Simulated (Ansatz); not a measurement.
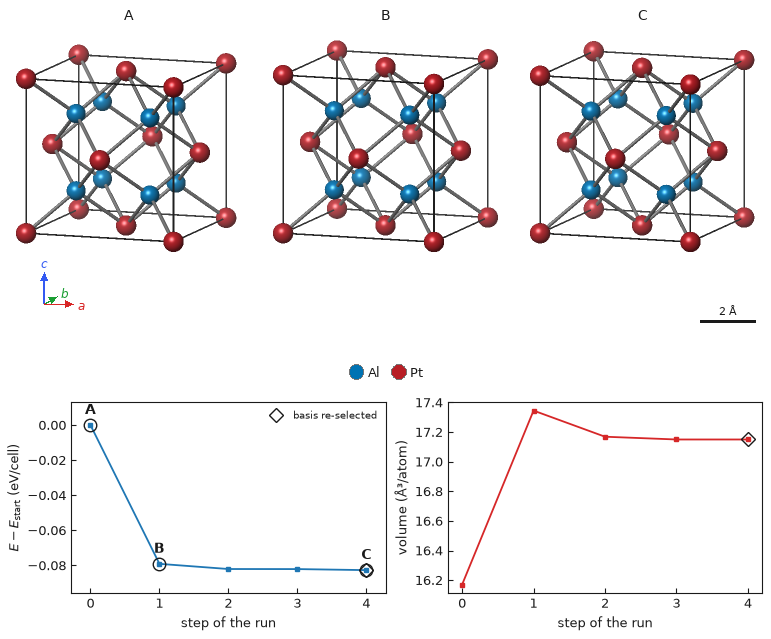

Frames of a relaxation of a crystal of Al₂Pt (set up in Fm-3m), marked on the history of the run. Style: ball-and-stick. Shown: the conventional cell (4 times the calculation's cell), slightly off an axis. Lengths and directions refer to the drawn axes.

Case: cell and atoms relaxed from 0.94 times the given volume.

These are results of Ansatz, DFT, r2SCAN, PAW with Ansatz's default frozen-core files, scalar-relativistic, not measurements.

Input
```yaml
crystal:
  lattice:
    - [0.0, 2.8946769512, 2.8946769512]
    - [2.8946769512, 0.0, 2.8946769512]
    - [2.8946769512, 2.8946769512, 0.0]
  atoms:
    - { symbol: Al, position: [0.25, 0.25, 0.25] }
    - { symbol: Al, position: [0.75, 0.75, 0.75] }
    - { symbol: Pt, position: [0.0, 0.0, 0.0] }
kpoints:
  mp_grid: { grid: [10, 10, 10] }
scf:
  occupations: { method: fermi_dirac, width: 0.05 }
hamiltonian:
  xc: r2scan
  pseudopotentials: { kind: paw }
output:
  forces: true
  stress: true
  efg: { contact_densities: true }
  write_density: true
  write_potential: true
  elf: true
  volumetric_format: npy
relax:
  f_tol: 0.005
  max_steps: 80
  cell: {}
```

Run as
```bash
ansatz run input.yaml --threads 1 --pin off --max-ram 3072MiB --backend cpu --events-out ev --progress --plain --runs-dir out
```

### What happens along the run?

The energy falls by 82.7 meV per cell of the calculation in 3 accepted moves (4 points after the start). All forces vanish by symmetry, so only the cell relaxes. Pressure: 9.49 GPa at the start and 0.01 GPa at the end. The SCF was repeated once at an unchanged geometry on a basis and grid sized afresh for the cell, which shifted the energy by 0.6 meV per cell of the calculation at most. The atoms keep their places relative to the cell (all moves are under 0.005 Å). The drawn cell changes as follows: a = b = c 5.789 → 5.904 Å (+2.0 %); the volume changes by +6.1 %. Some distances before and after: Al1–Pt3 2.507 → 2.557 Å. The space group stays Fm-3m (No. 225). Cost: 29 s on 1 thread of Arm Neoverse V1, on a shared host, peak memory 0.53 GiB. From step 0 to 1: volume +7.3 %, energy −79.1 meV per cell of the calculation. From step 1 to 4: volume −1.1 %, energy −3.6 meV per cell of the calculation.

```json
{"step": "0", "E − E(0), meV/atom": "0.00", "pressure, GPa": "9.49", "volume, Å³/atom": "16.170", "note": ""}
{"step": "1", "E − E(0), meV/atom": "-26.36", "pressure, GPa": "-1.56", "volume, Å³/atom": "17.345", "note": ""}
{"step": "2", "E − E(0), meV/atom": "-27.35", "pressure, GPa": "-0.15", "volume, Å³/atom": "17.169", "note": ""}
{"step": "3", "E − E(0), meV/atom": "-27.36", "pressure, GPa": "0.00", "volume, Å³/atom": "17.150", "note": ""}
{"step": "4", "E − E(0), meV/atom": "-27.56", "pressure, GPa": "0.01", "volume, Å³/atom": "17.150", "note": "same geometry, new basis"}
```
